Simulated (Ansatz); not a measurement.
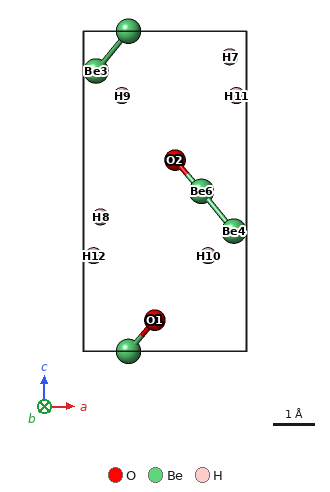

The starting structure (ball-and-stick view of the cell of the calculation, along the b axis; bonded neighbours outside the cell are drawn too; atoms are numbered from 1 in the order of the input).

Run report: Be$_{2}$H$_{3}$O, geometry relaxation (part 1 of 3)

System: Be$_{2}$H$_{3}$O (Cmc2₁, 12 atoms in the cell).
Method: DFT with r2SCAN, PAW plane waves, no spin polarisation (Ansatz 0.2.0).

The structure is a generated one, with these elements put on the sites of a known structure type; it need not be a known phase. Figures and captions count atoms from 1; the log counts them from 0 in places.

### Output
```
Engine: ansatz 0.2.0, x86_64-unknown-linux-gnu
Pseudopotentials: kind: paw
Pseudopotential: O, paw, valence charge 6, recommended cutoff 500 eV (meta_gga), O.paw.azcp
Pseudopotential: Be, paw, valence charge 2, recommended cutoff 500 eV (meta_gga), Be.paw.azcp
Pseudopotential: H, paw, valence charge 1, recommended cutoff 500 eV (meta_gga), H.paw.azcp
Functional definition: r2SCAN
  parameter k0 = 0.174
  parameter k1 = 0.065
  parameter a1 = 4.9479
  exchange = r2scan_x(k0 = k0, k1 = k1, a1 = a1)
  correlation = r2scan_c
Crystal: 12 atoms, lattice volume = 128.505 Å³
Basis set: ecut = 500 eV, 3307 PW (Γ), exchange–correlation on 120×120×240 points (64 copies of the dense FFT grid, shifted against one another)
Bands: 25, of which v1, the nominal top of the filled ones, is band 13 counted from 1 (12 counted from 0)
Symmetry: 4 space group operations
Space group: Cmc21 (ITA 36), of the structure as read, at distance tolerance 1.5e-3 Å
k-points: 18 of 75 (time reversal used)
Non-local potential: O, projectors of the file, l = 0: 2, l = 1: 2, l = 2: 1
Non-local potential: Be, projectors of the file, l = 0: 2, l = 1: 2, l = 2: 1
Non-local potential: H, projectors of the file, l = 0: 2, l = 1: 1
PAW form: soft (Blöchl's): semilocal exchange-correlation on the pseudo side does not see the compensation charge
PAW frozen core: O, regenerated for the run's functional (the file was generated under x = pbe(κ = 0.804, μ = 0.2195149727645171), c = pbe(β = 0.06672455060314922))
PAW frozen core: Be, regenerated for the run's functional (the file was generated under x = pbe(κ = 0.804, μ = 0.2195149727645171), c = pbe(β = 0.06672455060314922))
PAW one-centre angular grid: O, 302 points (default); XC on 160 Gauss nodes
PAW one-centre angular grid: Be, 302 points (default); XC on 255 of its mesh's 2635 points in the sphere
PAW one-centre angular grid: H, 302 points (default); XC on 160 Gauss nodes
Initial density: read from a saved state, or passed on in memory by an earlier SCF of this step, an earlier step, the calling program or the single point that the run made first
Initial wavefunctions: pseudopotential atomic-orbital guess
Functional: x = r2scan, c = r2scan; τ floored in thin density (d = 2e-4 eV/Å³)
iter 1 solved again at ethr=4.49e-6 eV; its pass at ethr=3.10e-3 eV (dr2=1.17e-3 eV) is discarded
SCF iter   1: F=-1575.214907 eV  HF=-1575.149626 eV  |F-HF|=6.53e-2  |Δ(HF+E_count)|=         —  Δρ=2.86e-3  dr2=8.71e-4  dr2_τ=3.48e-3  ethr=4.49e-6  ⟨swp⟩=2.9  Hψ=3994  notcnv=0
preconditioner: auto → Kerker (q_TF=auto, 2.090 Å⁻¹)  [metal: Δε(μ)=0.003 eV  Ē_g=10.208 eV  σ=0.100 eV  W_gap=0.01  n_scr=18 (ndim 8)  ℏωp=15.4 eV  f_vac=0.001  D(μ)=8.88/eV (n_scr^D=96)]
SCF iter   2: F=-1575.217513 eV  HF=-1575.215043 eV  |F-HF|=2.47e-3  |Δ(HF+E_count)|=   6.54e-2  Δρ=1.47e-3  dr2=3.06e-4  dr2_τ=7.95e-4  ethr=3.35e-6  ⟨swp⟩=2.0  Hψ=972  notcnv=0
SCF iter   3: F=-1575.217673 eV  HF=-1575.217330 eV  |F-HF|=3.42e-4  |Δ(HF+E_count)|=   2.29e-3  Δρ=7.11e-4  dr2=1.64e-4  dr2_τ=1.61e-4  ethr=1.18e-6  ⟨swp⟩=2.0  Hψ=769  notcnv=0
SCF iter   4: F=-1575.217808 eV  HF=-1575.217801 eV  |F-HF|=6.90e-6  |Δ(HF+E_count)|=   4.71e-4  Δρ=1.08e-4  dr2=1.13e-5  dr2_τ=2.49e-6  ethr=6.29e-7  ⟨swp⟩=2.0  Hψ=769  notcnv=0
SCF iter   5: F=-1575.217816 eV  HF=-1575.217815 eV  |F-HF|=1.00e-6  |Δ(HF+E_count)|=   1.35e-5  Δρ=2.34e-5  dr2=7.37e-7  dr2_τ=7.71e-8  ethr=4.34e-8  ⟨swp⟩=2.2  Hψ=702  notcnv=0
SCF iter   6: F=-1575.217816 eV  HF=-1575.217816 eV  |F-HF|=5.71e-8  |Δ(HF+E_count)|=   1.08e-6  Δρ=8.70e-6  dr2=1.23e-7  dr2_τ=5.12e-9  ethr=2.83e-9  ⟨swp⟩=2.0  Hψ=649  notcnv=0
SCF iter   7: F=-1575.217816 eV  HF=-1575.217816 eV  |F-HF|=6.44e-9  |Δ(HF+E_count)|=   8.18e-8  Δρ=2.43e-6  dr2=9.69e-9  dr2_τ=3.53e-10  ethr=3.85e-10  ⟨swp⟩=8.5  Hψ=2677  notcnv=0
SCF 1 converged in 7 iterations: F = -1575.217816 eV  dr2 = 9.69e-9
  greatest PAW one-centre occupation: 0.894 electrons in one spin orbital (limit 2), on the O atom at site 1 (counted from 0), in its partial waves of l = 0
relax step   1: F+E_penalty+E_count = -1575.21781578 eV  Δ(F+E_penalty+E_count) = +0.000e0 eV  max|allowed force component| = 1.309e1 eV/Å  Δτ_max = 0.0000 Å  P = +43.259 GPa  Ω = 128.505 Å³  (7 SCF iters, dr2 threshold 1.00e-7 eV, accepted)
Crystal: 12 atoms, lattice volume = 130.717 Å³
Basis set: ecut = 500 eV, 3359 PW (Γ), exchange–correlation on 120×120×240 points (64 copies of the dense FFT grid, shifted against one another)
Initial density: handed on by an earlier stage of this run
Initial wavefunctions: those handed on with the density
SCF iter   1: F=-1586.561737 eV  HF=-1587.196443 eV  |F-HF|=6.35e-1  |Δ(HF+E_count)|=         —  Δρ=3.47e-2  dr2=1.17e0  dr2_τ=1.78e0  ethr=3.10e-3  ⟨swp⟩=6.5  Hψ=2373  notcnv=0  defer=15
preconditioner: auto → Kerker (q_TF=auto, 2.084 Å⁻¹)  [metal: Δε(μ)=0.019 eV  Ē_g=9.493 eV  σ=0.100 eV  W_gap=0.05  n_scr=18 (ndim 8)  ℏωp=15.2 eV  f_vac=0.000  D(μ)=7.70/eV (n_scr^D=76)]
SCF iter   2: F=-1586.697471 eV  HF=-1586.952541 eV  |F-HF|=2.55e-1  |Δ(HF+E_count)|=   2.44e-1  Δρ=2.03e-2  dr2=5.15e-1  dr2_τ=2.35e-2  ethr=3.10e-3  ⟨swp⟩=3.1  Hψ=1008  notcnv=0  defer=74
SCF iter   3: F=-1586.647340 eV  HF=-1586.939064 eV  |F-HF|=2.92e-1  |Δ(HF+E_count)|=   1.35e-2  Δρ=1.63e-2  dr2=3.87e-1  dr2_τ=2.92e-2  ethr=1.98e-3  ⟨swp⟩=3.0  Hψ=770  notcnv=0  defer=74
SCF iter   4: F=-1586.887804 eV  HF=-1586.887582 eV  |F-HF|=2.22e-4  |Δ(HF+E_count)|=   5.15e-2  Δρ=2.41e-3  dr2=7.79e-3  dr2_τ=5.02e-4  ethr=1.49e-3  ⟨swp⟩=2.0  Hψ=786  notcnv=0  defer=74
SCF iter   5: F=-1586.889341 eV  HF=-1586.889404 eV  |F-HF|=6.23e-5  |Δ(HF+E_count)|=   1.82e-3  Δρ=9.03e-4  dr2=1.19e-3  dr2_τ=9.99e-5  ethr=3.00e-5  ⟨swp⟩=2.6  Hψ=709  notcnv=0  defer=74
SCF iter   6: F=-1586.889802 eV  HF=-1586.889798 eV  |F-HF|=4.34e-6  |Δ(HF+E_count)|=   3.94e-4  Δρ=2.39e-4  dr2=8.66e-5  dr2_τ=4.94e-6  ethr=4.59e-6  ⟨swp⟩=2.0  Hψ=616  notcnv=0  defer=74
SCF iter   7: F=-1586.889833 eV  HF=-1586.889831 eV  |F-HF|=2.11e-6  |Δ(HF+E_count)|=   3.29e-5  Δρ=8.59e-5  dr2=9.54e-6  dr2_τ=3.18e-7  ethr=3.33e-7  ⟨swp⟩=2.0  Hψ=593  notcnv=0  defer=74
SCF iter   8: F=-1586.889834 eV  HF=-1586.889834 eV  |F-HF|=1.29e-7  |Δ(HF+E_count)|=   3.32e-6  Δρ=2.13e-5  dr2=1.05e-6  dr2_τ=2.94e-8  ethr=4.62e-9  ⟨swp⟩=13.5  Hψ=3488  notcnv=0
SCF 2 converged in 8 iterations: F = -1586.889834 eV  dr2 = 1.05e-6
  greatest PAW one-centre occupation: 0.886 electrons in one spin orbital (limit 2), on the O atom at site 1 (counted from 0), in its partial waves of l = 0
relax step   2: F+E_penalty+E_count = -1586.88983429 eV  Δ(F+E_penalty+E_count) = -1.167e1 eV  max|allowed force component| = 7.254e0 eV/Å  Δτ_max = 0.1901 Å  P = +17.773 GPa  Ω = 130.717 Å³  energy of the carried Pulay correction = -6.477e-4 eV  (8 SCF iters, dr2 threshold 1.20e-6 eV, accepted)
[... from here on the SCF iterations and repeated set-up lines of each step are left out, up to the last step ...]
SCF 3 converged in 8 iterations: F = -1592.533476 eV  dr2 = 3.86e-7
relax step   3: F+E_penalty+E_count = -1592.53347553 eV  Δ(F+E_penalty+E_count) = -5.644e0 eV  max|allowed force component| = 4.771e0 eV/Å  Δτ_max = 0.1948 Å  P = +4.781 GPa  Ω = 134.295 Å³  energy of the carried Pulay correction = -1.672e-3 eV  (8 SCF iters, dr2 threshold 1.20e-6 eV, accepted)
SCF 4 converged in 8 iterations: F = -1595.341754 eV  dr2 = 8.62e-8
relax step   4: F+E_penalty+E_count = -1595.34175403 eV  Δ(F+E_penalty+E_count) = -2.808e0 eV  max|allowed force component| = 2.418e0 eV/Å  Δτ_max = 0.1946 Å  P = -3.434 GPa  Ω = 133.614 Å³  energy of the carried Pulay correction = -1.480e-3 eV  (8 SCF iters, dr2 threshold 1.20e-6 eV, accepted)
SCF 5 converged in 7 iterations: F = -1597.210767 eV  dr2 = 9.70e-7
relax step   5: F+E_penalty+E_count = -1597.21076734 eV  Δ(F+E_penalty+E_count) = -1.869e0 eV  max|allowed force component| = 1.401e0 eV/Å  Δτ_max = 0.1947 Å  P = -8.694 GPa  Ω = 126.488 Å³  energy of the carried Pulay correction = +6.006e-4 eV  (7 SCF iters, dr2 threshold 1.20e-6 eV, accepted)
SCF 6 converged in 8 iterations: F = -1599.260628 eV  dr2 = 2.80e-7
relax step   6: F+E_penalty+E_count = -1599.26062773 eV  Δ(F+E_penalty+E_count) = -2.050e0 eV  max|allowed force component| = 2.337e0 eV/Å  Δτ_max = 0.1939 Å  P = -11.522 GPa  Ω = 114.970 Å³  energy of the carried Pulay correction = +4.220e-3 eV  (8 SCF iters, dr2 threshold 1.20e-6 eV, accepted)
SCF 7 converged in 8 iterations: F = -1601.373761 eV  dr2 = 1.27e-7
relax step   7: F+E_penalty+E_count = -1601.37376085 eV  Δ(F+E_penalty+E_count) = -2.113e0 eV  max|allowed force component| = 3.076e0 eV/Å  Δτ_max = 0.1926 Å  P = -11.656 GPa  Ω = 104.347 Å³  energy of the carried Pulay correction = +7.877e-3 eV  (8 SCF iters, dr2 threshold 1.20e-6 eV, accepted)
SCF 8 converged in 7 iterations: F = -1602.746177 eV  dr2 = 6.67e-7
relax step   8: F+E_penalty+E_count = -1602.74617672 eV  Δ(F+E_penalty+E_count) = -1.372e0 eV  max|allowed force component| = 2.061e0 eV/Å  Δτ_max = 0.1945 Å  P = -1.202 GPa  Ω = 94.349 Å³  energy of the carried Pulay correction = +1.164e-2 eV  (7 SCF iters, dr2 threshold 1.20e-6 eV, accepted)
SCF 9 converged in 7 iterations: F = -1603.485013 eV  dr2 = 3.15e-7
relax step   9: F+E_penalty+E_count = -1603.48501286 eV  Δ(F+E_penalty+E_count) = -7.388e-1 eV  max|allowed force component| = 9.384e-1 eV/Å  Δτ_max = 0.2000 Å  P = -1.460 GPa  Ω = 91.962 Å³  energy of the carried Pulay correction = +1.259e-2 eV  (7 SCF iters, dr2 threshold 1.20e-6 eV, accepted)
SCF 10 converged in 7 iterations: F = -1604.308553 eV  dr2 = 1.86e-7
relax step  10: F+E_penalty+E_count = -1604.30855342 eV  Δ(F+E_penalty+E_count) = -8.235e-1 eV  max|allowed force component| = 9.684e-1 eV/Å  Δτ_max = 0.1971 Å  P = -0.763 GPa  Ω = 89.458 Å³  energy of the carried Pulay correction = +1.361e-2 eV  (7 SCF iters, dr2 threshold 1.20e-6 eV, accepted)
SCF 11 converged in 7 iterations: F = -1605.301421 eV  dr2 = 1.22e-7
relax step  11: F+E_penalty+E_count = -1605.30142145 eV  Δ(F+E_penalty+E_count) = -9.929e-1 eV  max|allowed force component| = 1.652e0 eV/Å  Δτ_max = 0.1955 Å  P = +1.345 GPa  Ω = 86.136 Å³  energy of the carried Pulay correction = +1.499e-2 eV  (7 SCF iters, dr2 threshold 1.20e-6 eV, accepted)
SCF 12 converged in 6 iterations: F = -1606.349042 eV  dr2 = 6.54e-7
relax step  12: F+E_penalty+E_count = -1606.34904208 eV  Δ(F+E_penalty+E_count) = -1.048e0 eV  max|allowed force component| = 1.987e0 eV/Å  Δτ_max = 0.1953 Å  P = +5.116 GPa  Ω = 82.520 Å³  energy of the carried Pulay correction = +1.655e-2 eV  (6 SCF iters, dr2 threshold 1.20e-6 eV, accepted)
SCF 13 converged in 7 iterations: F = -1606.638783 eV  dr2 = 9.71e-9
relax step  13: F+E_penalty+E_count = -1606.63878272 eV  Δ(F+E_penalty+E_count) = -2.897e-1 eV  max|allowed force component| = 2.950e0 eV/Å  Δτ_max = 0.1943 Å  P = +11.880 GPa  Ω = 81.256 Å³  energy of the carried Pulay correction = +1.711e-2 eV  (7 SCF iters, dr2 threshold 1.20e-6 eV, accepted)
SCF 14 converged in 6 iterations: F = -1607.365702 eV  dr2 = 1.16e-6
relax step  14: F+E_penalty+E_count = -1607.36570219 eV  Δ(F+E_penalty+E_count) = -7.269e-1 eV  max|allowed force component| = 1.186e0 eV/Å  Δτ_max = 0.2000 Å  P = +5.706 GPa  Ω = 84.973 Å³  energy of the carried Pulay correction = +1.549e-2 eV  (6 SCF iters, dr2 threshold 1.20e-6 eV, accepted)
SCF 15 converged in 6 iterations: F = -1607.613969 eV  dr2 = 1.08e-6
relax step  15: F+E_penalty+E_count = -1607.61396912 eV  Δ(F+E_penalty+E_count) = -2.483e-1 eV  max|allowed force component| = 5.036e-1 eV/Å  Δτ_max = 0.1354 Å  P = -0.046 GPa  Ω = 88.964 Å³  energy of the carried Pulay correction = +1.381e-2 eV  (6 SCF iters, dr2 threshold 1.20e-6 eV, accepted)
SCF 16 converged in 6 iterations: F = -1607.653543 eV  dr2 = 1.65e-7
relax step  16: F+E_penalty+E_count = -1607.65354250 eV  Δ(F+E_penalty+E_count) = -3.957e-2 eV  max|allowed force component| = 4.190e-1 eV/Å  Δτ_max = 0.1541 Å  P = +0.686 GPa  Ω = 89.708 Å³  energy of the carried Pulay correction = +1.350e-2 eV  (6 SCF iters, dr2 threshold 1.20e-6 eV, accepted)
SCF 17 converged in 6 iterations: F = -1607.684457 eV  dr2 = 1.39e-7
relax step  17: F+E_penalty+E_count = -1607.68445738 eV  Δ(F+E_penalty+E_count) = -3.091e-2 eV  max|allowed force component| = 1.511e-1 eV/Å  Δτ_max = 0.0946 Å  P = -0.209 GPa  Ω = 91.043 Å³  energy of the carried Pulay correction = +1.296e-2 eV  (6 SCF iters, dr2 threshold 1.20e-6 eV, accepted)
SCF 18 converged in 6 iterations: F = -1607.675810 eV  dr2 = 3.83e-8
relax step  18: F+E_penalty+E_count = -1607.67581030 eV  Δ(F+E_penalty+E_count) = +8.647e-3 eV  max|allowed force component| = 2.509e-1 eV/Å  Δτ_max = 0.0613 Å  P = +0.032 GPa  Ω = 90.958 Å³  energy of the carried Pulay correction = +1.299e-2 eV  (6 SCF iters, dr2 threshold 1.20e-6 eV, rejected (line search))
SCF 19 converged in 8 iterations: F = -1607.698418 eV  dr2 = 4.08e-12
relax step  19: F+E_penalty+E_count = -1607.69841839 eV  Δ(F+E_penalty+E_count) = -1.396e-2 eV  max|allowed force component| = 5.270e-2 eV/Å  Δτ_max = 0.0301 Å  P = +0.107 GPa  Ω = 91.007 Å³  energy of the carried Pulay correction = +1.297e-2 eV  (8 SCF iters, accepted)
SCF 20 converged in 5 iterations: F = -1607.700431 eV  dr2 = 1.22e-7
relax step  20: F+E_penalty+E_count = -1607.70043069 eV  Δ(F+E_penalty+E_count) = -2.012e-3 eV  max|allowed force component| = 3.196e-2 eV/Å  Δτ_max = 0.0207 Å  P = +0.027 GPa  Ω = 91.461 Å³  energy of the carried Pulay correction = +1.279e-2 eV  (5 SCF iters, dr2 threshold 2.99e-7 eV, accepted)
SCF 21 converged in 5 iterations: F = -1607.700638 eV  dr2 = 2.54e-8
relax step  21: F+E_penalty+E_count = -1607.70063838 eV  Δ(F+E_penalty+E_count) = -2.077e-4 eV  max|allowed force component| = 2.546e-2 eV/Å  Δτ_max = 0.0149 Å  P = +0.062 GPa  Ω = 91.420 Å³  energy of the carried Pulay correction = +1.281e-2 eV  (5 SCF iters, dr2 threshold 6.38e-8 eV, accepted)
SCF 22 converged in 5 iterations: F = -1607.700898 eV  dr2 = 1.17e-8
relax step  22: F+E_penalty+E_count = -1607.70089836 eV  Δ(F+E_penalty+E_count) = -2.600e-4 eV  max|allowed force component| = 6.066e-3 eV/Å  Δτ_max = 0.0079 Å  P = +0.006 GPa  Ω = 91.505 Å³  energy of the carried Pulay correction = +1.277e-2 eV  (5 SCF iters, dr2 threshold 3.40e-8 eV, accepted)
SCF 23 converged in 6 iterations: F = -1607.716978 eV  dr2 = 6.41e-11
relax step  23: F+E_penalty+E_count = -1607.71697829 eV  Δ(F+E_penalty+E_count) = -1.608e-2 eV  max|allowed force component| = 7.551e-3 eV/Å  Δτ_max = 0.0000 Å  P = +0.274 GPa  Ω = 91.505 Å³  stress off target by 8.20e-1 GPa  SCF on the basis re-selected at this cell (its energy is not comparable with the rows above)  (6 SCF iters)
SCF 24 converged in 5 iterations: F = -1607.722790 eV  dr2 = 9.33e-7
```
